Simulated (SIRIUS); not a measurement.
System: ZnO, space group P6_3/mmc (No. 194), 4 atoms in the cell.

Space group P6_3/mmc (No. 194). a = 3.288 Å, b = 3.288 Å, c = 7.130 Å, α = 90.00°, β = 90.00°, γ = 120.00°
```json
{"atom": "Zn", "site": "2b", "symmetry": "-6m2", "x": "0.0000", "y": "0.0000", "z": "0.2500"}
{"atom": "O", "site": "2c", "symmetry": "-6m2", "x": "0.6667", "y": "0.3333", "z": "0.7500"}
```

Computed with SIRIUS: PBEsol, all-electron FP-LAPW, no spin polarisation, no spin-orbit coupling, 9×9×4 k mesh, Fermi-Dirac smearing of 0.05 eV.

Predict the main features of the band structure and density of states. The path is Γ–M–K–Γ–A–L–H–A.

A semiconductor. The gap along this path is 0.77 eV and direct: both edges lie at Γ. At A the top valence band lies only 0.01 eV lower. Two bands meet at the valence-band top at Γ: it is doubly degenerate (spin aside). The next level lies only 0.01 eV lower. The direct gaps are 1.90 eV at A and 0.77 eV at Γ.

LDA, GGA and most meta-GGA functionals understate gaps. The usual form of ZnO is wurtzite.

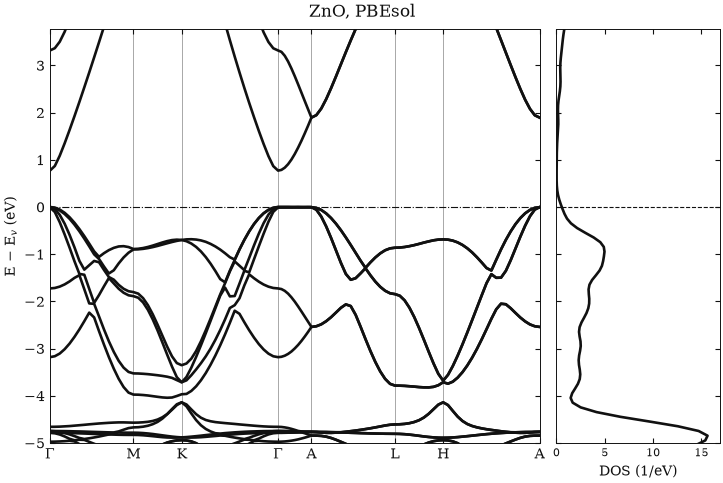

Band structure and density of states. Energies are counted from the top of the valence band. The path runs straight from each named point to the next. The DOS curve is built from the levels of the k mesh with Gaussians 0.55 eV wide, which also blur the band edges; ripples of that width can come from the mesh.
